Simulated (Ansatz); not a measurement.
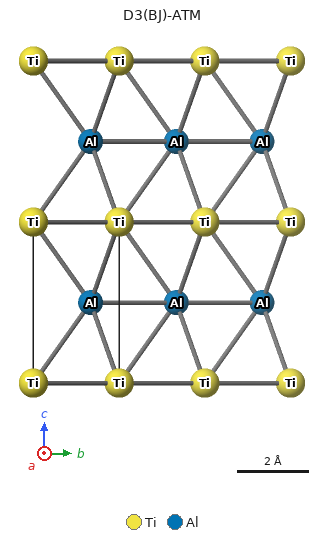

Solid TiAl (set up in P-6m2), relaxed (cell and atoms) with several dispersion corrections. The picture shows the result with D3(BJ)-ATM. The picture is a ball-and-stick view of the cell of the calculation, repeated 1 × 3 × 2 with one cell outlined, seen along the a axis.

Computed with Ansatz 0.2.0: PBEsol, Ansatz PAW. (plane-wave cutoff 420 eV; k-point mesh 11 × 11 × 6; occupations fermi-dirac; smearing width 0.05 eV; no spin polarisation; cell and atoms relaxed; force threshold 0.01 eV/Å)

```
dispersion correction  volume (Å³/atom)  a (Å)  c (Å)
           D3(BJ)-ATM            15.662  2.812  4.575
               D3(BJ)                 ?      ?      ?
                 none            16.233  2.851  4.613
                   D4            16.006  2.836  4.596
```

> One row is withheld. What does the calculation give there?

With D3(BJ) the volume is the smallest of the series, below D3(BJ)-ATM (15.662). The calculation gives 15.549 Å³/atom (a = 2.804 Å, c = 4.568 Å). In order of volume: D3(BJ) < D3(BJ)-ATM < D4 < none; the spread is 4.4 %.
